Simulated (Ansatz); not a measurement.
# Ni12Si5: density-of-states calculation (part 1 of 2)

System: Ni12Si5 (17 atoms in the cell).
Method: DFT r2SCAN, scalar-relativistic, plane waves, PAW, no spin polarisation (Ansatz 0.2.0).

The structure was built on a prototype by a generator; it need not be a known phase. It belongs to a series of runs on one base structure; here: 1 of 6 Si atoms taken out at random, relaxed. Figures and captions count atoms from 1; the log counts them from 0 in places.

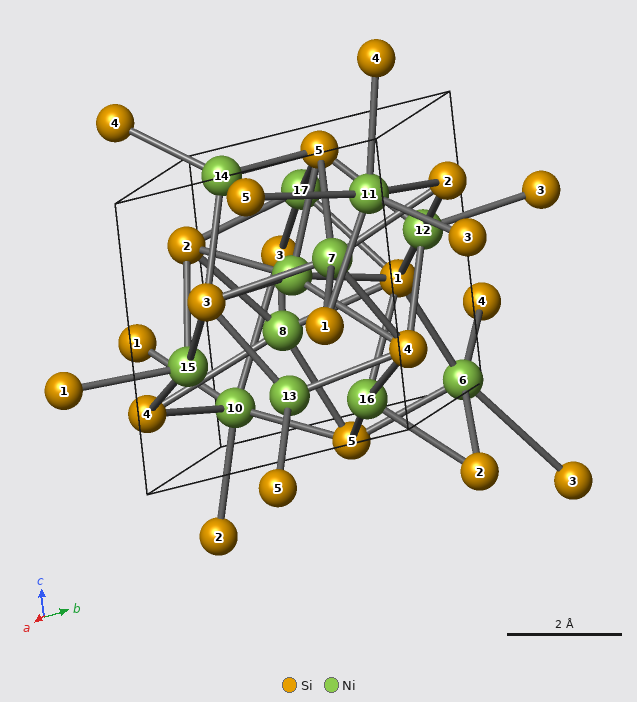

The input geometry (ball-and-stick view of the reduced cell, seen slightly off an axis; bonded neighbours outside the cell are drawn too; atoms are numbered from 1 in the order of the input). An atom can appear more than once, as a periodic image.

### The input
```yaml
crystal:
  lattice:
    - [1.89457, -3.281276, 4.87558]
    - [1.894587, 3.281733, 4.875884]
    - [-3.78914, 0.000214, 4.875725]
  atoms:
    - { symbol: Si, position: [0.907841886, 0.5741142406, 0.2413970802] }
    - { symbol: Si, position: [0.5910119319, 0.2572371131, 0.924579602] }
    - { symbol: Si, position: [0.1027029214, 0.4156660834, 0.7297378657] }
    - { symbol: Si, position: [0.3960980341, 0.7689411679, 0.0830366992] }
    - { symbol: Si, position: [0.7493058399, 0.0624377148, 0.4363048557] }
    - { symbol: Ni, position: [0.9690475041, 0.9732339227, 0.060104309] }
    - { symbol: Ni, position: [0.3069537008, 0.3927186029, 0.3026543997] }
    - { symbol: Ni, position: [0.7264820719, 0.6353254591, 0.6405512291] }
    - { symbol: Ni, position: [0.5297900653, 0.4386885036, 0.5253900315] }
    - { symbol: Ni, position: [0.7722944944, 0.8581301094, 0.8633923534] }
    - { symbol: Ni, position: [0.1918733167, 0.1960389445, 0.1059207452] }
    - { symbol: Ni, position: [0.7493937551, 0.4156931599, 0.0829855551] }
    - { symbol: Ni, position: [0.1339563921, 0.8003174538, 0.4676213206] }
    - { symbol: Ni, position: [0.3647313556, 0.0310406085, 0.6983903915] }
    - { symbol: Ni, position: [0.2494184037, 0.6298329142, 0.8688273414] }
    - { symbol: Ni, position: [0.5352083248, 0.915647694, 0.297186896] }
    - { symbol: Ni, position: [0.9635087457, 0.2015092875, 0.5830263161] }
basis:
  ecutwfc: 500
kpoints:
  mp_grid: { grid: [5, 6, 6] }
hamiltonian:
  xc: r2scan
scf:
  occupations: { method: gaussian, width: 0.1 }
  n_extra_bands: 8
output:
  forces: true
  stress: true
  eigenvalues: true
  populations: true
  dos:
    method: { smearing: { sigma: 0.1, scheme: gaussian } }
    projected: true
    de: 0.02
```

Hardware: 4 threads of Intel Xeon @ 2.50GHz (Skylake/Cascade Lake), 192 GiB of memory available, shared host.

Run as:
```bash
ansatz run input.yaml --threads 4 --pin off --max-ram 9216MiB --backend cpu --events-out ev --progress --plain --runs-dir out
```

### Output
```
scf.n_extra_bands = 8 over 118 filled bands (N_el = 236.0): the run solves 126 bands
Engine: ansatz 0.2.0, x86_64-unknown-linux-gnu
Pseudopotentials: kind: paw
Pseudopotential: Si, paw, valence charge 4, recommended cutoff 500 eV (meta_gga), Si.paw.azcp
Pseudopotential: Ni, paw, valence charge 18, recommended cutoff 500 eV (meta_gga), Ni.paw.azcp
Functional definition: r2SCAN
  parameter k0 = 0.174
  parameter k1 = 0.065
  parameter a1 = 4.9479
  exchange = r2scan_x(k0 = k0, k1 = k1, a1 = a1)
  correlation = r2scan_c
Crystal: 17 atoms, lattice volume = 181.876 Å³
Basis set: ecut = 500 eV, 4625 PW (Γ), exchange–correlation on 192×192×192 points (64 copies of the dense FFT grid, shifted against one another)
Bands: 126, of which v1, the nominal top of the filled ones, is band 118 counted from 1 (117 counted from 0)
Symmetry: 1 space group operations
Space group: P1 (ITA 1), of the structure as read, at distance tolerance 5.7e-5 Å
k-points: 92 of 180 (time reversal used)
Non-local potential: Si, projectors of the file, l = 0: 2, l = 1: 2, l = 2: 2
Non-local potential: Ni, projectors of the file, l = 0: 3, l = 1: 2, l = 2: 3, l = 3: 1
PAW form: soft (Blöchl's): semilocal exchange-correlation on the pseudo side does not see the compensation charge
PAW frozen core: Si, regenerated for the run's functional (the file was generated under x = pbe(κ = 0.804, μ = 0.2195149727645171), c = pbe(β = 0.06672455060314922))
PAW frozen core: Ni, regenerated for the run's functional (the file was generated under x = pbe(κ = 0.804, μ = 0.2195149727645171), c = pbe(β = 0.06672455060314922))
PAW one-centre angular grid: Si, 302 points (default); XC on 160 Gauss nodes
PAW one-centre angular grid: Ni, 590 points (default); XC on 160 Gauss nodes
Initial density: superposition of atomic densities (neutral atoms: chi_scale 0, normalization atom), corrected by the library's trained network
Initial wavefunctions: pseudopotential atomic-orbital guess
Functional: x = r2scan, c = r2scan; τ floored in thin density (d = 2e-4 eV/Å³)
SCF iter   1: F=—  HF=-73346.023875 eV  |F-HF|=—  |Δ(HF+E_count)|=         —  Δρ=2.84e-2  dr2=1.19e0  dr2_τ=5.93e-1  ethr=1.77e-3  ⟨swp⟩=5.3  Hψ=44782  notcnv=0
preconditioner: auto → Kerker (q_TF=auto, 2.849 Å⁻¹)  [metal: Δε(μ)=0.013 eV  Ē_g=4.702 eV  σ=0.100 eV  W_gap=0.07  n_scr=64 (ndim 8)  ℏωp=32.6 eV  f_vac=0.000  D(μ)=10.06/eV (n_scr^D=94)]
SCF iter   2: F=—  HF=-73346.700034 eV  |F-HF|=—  |Δ(HF+E_count)|=   6.76e-1  Δρ=1.35e-2  dr2=1.80e-1  dr2_τ=7.98e-3  ethr=5.04e-4  ⟨swp⟩=3.0  Hψ=22671  notcnv=0  defer=130
SCF iter   3: F=—  HF=-73346.677698 eV  |F-HF|=—  |Δ(HF+E_count)|=   2.23e-2  Δρ=1.59e-2  dr2=3.97e-1  dr2_τ=1.04e-3  ethr=7.61e-5  ⟨swp⟩=2.7  Hψ=23038  notcnv=0  defer=130
SCF iter   4: F=—  HF=-73346.653210 eV  |F-HF|=—  |Δ(HF+E_count)|=   2.45e-2  Δρ=8.55e-3  dr2=1.07e-1  dr2_τ=3.50e-4  ethr=7.61e-5  ⟨swp⟩=2.0  Hψ=17172  notcnv=0  defer=130
SCF iter   5: F=—  HF=-73346.641087 eV  |F-HF|=—  |Δ(HF+E_count)|=   1.21e-2  Δρ=3.04e-3  dr2=1.19e-2  dr2_τ=9.72e-5  ethr=4.54e-5  ⟨swp⟩=2.3  Hψ=16368  notcnv=0  defer=130
SCF iter   6: F=—  HF=-73346.641001 eV  |F-HF|=—  |Δ(HF+E_count)|=   8.62e-5  Δρ=2.17e-3  dr2=4.16e-3  dr2_τ=2.64e-5  ethr=5.06e-6  ⟨swp⟩=1.6  Hψ=15525  notcnv=0  defer=130
SCF iter   7: F=—  HF=-73346.642777 eV  |F-HF|=—  |Δ(HF+E_count)|=   1.78e-3  Δρ=1.88e-3  dr2=5.41e-3  dr2_τ=1.82e-5  ethr=1.76e-6  ⟨swp⟩=2.0  Hψ=20036  notcnv=0  defer=130
SCF iter   8: F=—  HF=-73346.642750 eV  |F-HF|=—  |Δ(HF+E_count)|=   2.66e-5  Δρ=2.22e-3  dr2=6.62e-3  dr2_τ=2.18e-5  ethr=1.76e-6  ⟨swp⟩=2.2  Hψ=17884  notcnv=0  defer=128
SCF iter   9: F=—  HF=-73346.642264 eV  |F-HF|=—  |Δ(HF+E_count)|=   4.86e-4  Δρ=4.73e-4  dr2=2.51e-4  dr2_τ=1.91e-6  ethr=1.76e-6  ⟨swp⟩=2.0  Hψ=16210  notcnv=0  defer=128
SCF iter  10: F=—  HF=-73346.642344 eV  |F-HF|=—  |Δ(HF+E_count)|=   7.92e-5  Δρ=6.95e-4  dr2=7.06e-4  dr2_τ=2.38e-6  ethr=1.06e-7  ⟨swp⟩=2.1  Hψ=20274  notcnv=0  defer=128
SCF iter  11: F=—  HF=-73346.642323 eV  |F-HF|=—  |Δ(HF+E_count)|=   2.08e-5  Δρ=2.87e-4  dr2=9.33e-5  dr2_τ=4.23e-7  ethr=1.06e-7  ⟨swp⟩=2.0  Hψ=16417  notcnv=0  defer=128
SCF iter  12: F=—  HF=-73346.642163 eV  |F-HF|=—  |Δ(HF+E_count)|=   1.59e-4  Δρ=7.00e-5  dr2=7.53e-6  dr2_τ=4.61e-8  ethr=3.95e-8  ⟨swp⟩=2.0  Hψ=17762  notcnv=0  defer=128
SCF iter  13: F=—  HF=-73346.642165 eV  |F-HF|=—  |Δ(HF+E_count)|=   2.06e-6  Δρ=1.13e-4  dr2=1.89e-5  dr2_τ=6.26e-8  ethr=3.19e-9  ⟨swp⟩=2.0  Hψ=21574  notcnv=0  defer=128
SCF iter  14: F=—  HF=-73346.642165 eV  |F-HF|=—  |Δ(HF+E_count)|=   5.40e-7  Δρ=6.95e-5  dr2=7.06e-6  dr2_τ=2.30e-8  ethr=3.19e-9  ⟨swp⟩=2.0  Hψ=16786  notcnv=0  defer=128
SCF iter  15: F=—  HF=-73346.642165 eV  |F-HF|=—  |Δ(HF+E_count)|=   2.07e-7  Δρ=3.89e-5  dr2=2.38e-6  dr2_τ=9.09e-9  ethr=2.99e-9  ⟨swp⟩=2.0  Hψ=16021  notcnv=0  defer=128
SCF iter  16: F=—  HF=-73346.642165 eV  |F-HF|=—  |Δ(HF+E_count)|=   4.27e-7  Δρ=4.28e-5  dr2=2.67e-6  dr2_τ=8.99e-9  ethr=1.01e-9  ⟨swp⟩=2.0  Hψ=17921  notcnv=0  defer=128
SCF iter  17: F=—  HF=-73346.642165 eV  |F-HF|=—  |Δ(HF+E_count)|=   1.57e-7  Δρ=8.99e-6  dr2=1.22e-7  dr2_τ=1.59e-9  ethr=1.01e-9  ⟨swp⟩=2.3  Hψ=15128  notcnv=0  defer=128
SCF iter  18: F=-73346.642165 eV  HF=-73346.642165 eV  |F-HF|=8.59e-10  |Δ(HF+E_count)|=   6.29e-8  Δρ=5.66e-6  dr2=4.16e-8  dr2_τ=4.62e-10  ethr=4.24e-11  ⟨swp⟩=9.2  Hψ=56154  notcnv=0
SCF 1 converged in 18 iterations: F = -73346.642165 eV  dr2 = 4.16e-8
  greatest PAW one-centre occupation: 1.001 electrons in one spin orbital (limit 2), on the Ni atom at site 10 (counted from 0), in its partial waves of l = 1
```

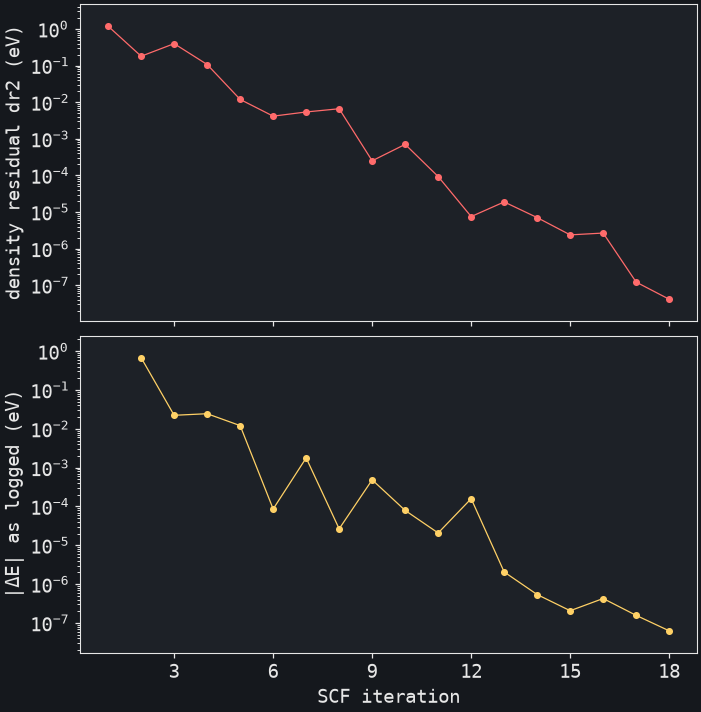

Convergence of the self-consistent field: density residual dr2 and size of the energy change against the SCF iteration. The residual falls unevenly and jumps up by a factor of two or more 3 times on the way down.

```
SCF converged after 18 iterations
Free energy (F): -73346.642165 eV
Harris-Foulkes:  -73346.642165 eV  (|F-HF|=8.59e-10)
Internal energy: -73346.588796 eV  (E = F + TS)
E sigma→0 (E₀):  -73346.615481 eV
Entropy (-TS):   -0.053369 eV (-3.139 meV/atom)
Fermi energy:    17.359468 eV
--- Per-component energies (eV) ---
  E_band       = -3668.466568
  E_kinetic    = 3642.511538
  E_local      = -46884.071751  (includes V_loc(G=0)·N_el)
  E_nonlocal   = 7822.979598
  E_hartree    = 20051.459269
  E_xc         = -1220.475291
  E_vxc        = -1682.199564  (∫ρ·V_xc dr)
  E_paw        = -22353.018867  (= ΣΔE_a)
  E_vpaw       = -6788.058644  (= ΣTr[D̂ρ^β])
  E_aug_tail   = 0.002780  (compensation charges beyond the density's cutoff)
  E_vtau       = 117.468131  (kinetic-family band-sum trace: ∫τ·v_τ [+ j·A + Jᵃ·Aᵃ] dr)
  E_ewald      = -34401.993085
  E_core_change = -3.982988  (= ΣΔE_core)
  E_smearing   = -0.053369  (= −TS)
  E_closure    = -0.000000  (closes the sum)
  Σ components = -73346.642165   (vs F -73346.642165, Δ=0.00e0)
--- Forces (eV/Å), atoms counted from 1 ---
  atom   1  Si    -0.00408154    -0.00363210    -0.00080520
  atom   2  Si    -0.00493174     0.00070230     0.00027295
  atom   3  Si    -0.03049162     0.02188330     0.00005085
  atom   4  Si     0.00313026    -0.03796233    -0.00090498
  atom   5  Si     0.03486225     0.01831626     0.00050706
  atom   6  Ni    -0.05927096     0.01977312     0.00493977
  atom   7  Ni     0.04805940     0.04478222     0.01142677
  atom   8  Ni     0.01180668    -0.05851157     0.00963800
  atom   9  Ni    -0.01419057    -0.05934592    -0.00904825
  atom  10  Ni    -0.04438300     0.03853066    -0.00938443
  atom  11  Ni     0.06228868     0.01994648    -0.01075444
  atom  12  Ni    -0.00194239    -0.00169284     0.00057216
  atom  13  Ni     0.00111896     0.00027604     0.02552485
  atom  14  Ni     0.00143278     0.00094204    -0.02471030
  atom  15  Ni     0.04633005     0.02712532     0.00020267
  atom  16  Ni    -0.04738819     0.02255079     0.00217328
  atom  17  Ni    -0.00235196    -0.05368806     0.00029947
  max |Σ_I F_I| component: 4.29e-6 eV/Å
--- Stress (GPa, compression-positive) ---
        0.149001       0.018157       0.014397
        0.018157       0.123609      -0.024469
        0.014397      -0.024469      -0.147852
  P = ⅓ Tr σ = 0.0416 GPa (0.416 kbar)
--- Band table (eV; the first three rows and the last of 92) ---
```
